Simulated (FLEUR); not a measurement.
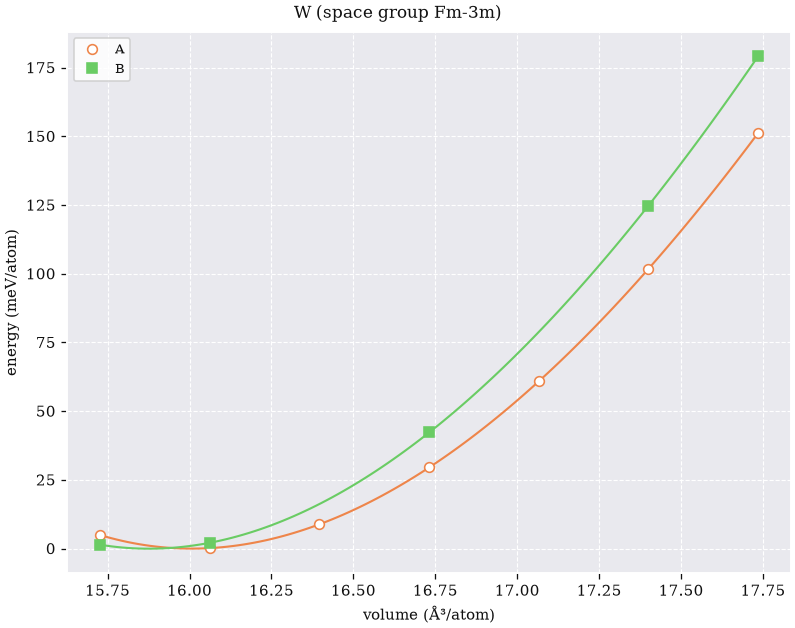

The plot gives the computed energy against volume, with one curve for each functional, for W (space group Fm-3m). The labels are replaced by letters. In alphabetical order the cases are: PBEsol; SCAN.

Computed with FLEUR MaX-R8.1 (later development tree): all-electron LAPW DFT, no spin polarisation; energies at scaled volumes of the given cell, shape and fractions fixed, counted from the fit's minimum, third-order Birch-Murnaghan fit. All runs: no spin polarisation.

- k mesh: 11×11×11
- occupations: Fermi–Dirac
- smearing width: 0.05 eV
- potentials: all electron

### Which letter stands for which functional?

A: PBEsol; B: SCAN.
